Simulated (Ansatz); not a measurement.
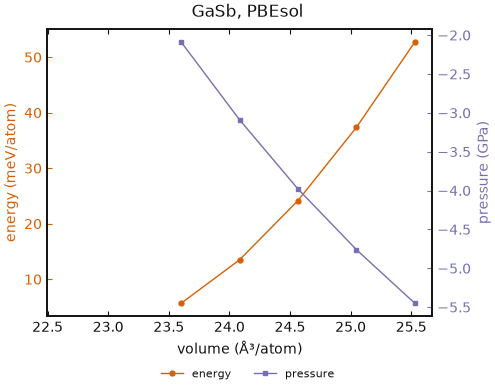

The picture above shows the energy and pressure against volume for GaSb, space group Immm (No. 71).

Cell as given: a = 4.236 Å, b = 4.236 Å, c = 4.236 Å, α = 136.91°, β = 101.69°, γ = 93.85°; 2 atoms.

Method: all-electron LAPW DFT, no spin polarisation; energies at scaled volumes of the given cell, shape and fractions fixed, counted from the fit's minimum, third-order Birch-Murnaghan fit (Ansatz 0.2.0). Level: PBEsol.

```csv
setting,value
k mesh,10×10×10
occupations,Fermi–Dirac
smearing width,0.05 eV
potentials,"all electron LAPW, scalar relativistic"
program settings,basis error eV/atom 0.001
```

The points at volume 22.64 Å³/atom and 23.12 Å³/atom are left out of the plot. What values does the calculation give there?

```
volume (Å³/atom)  energy (meV/atom)  pressure (GPa)
           22.64               0.14            0.35
           23.12               1.07           -0.94
```

Note: shape and atomic fractions are frozen while scaling, which makes layered, chain and framework solids too stiff.
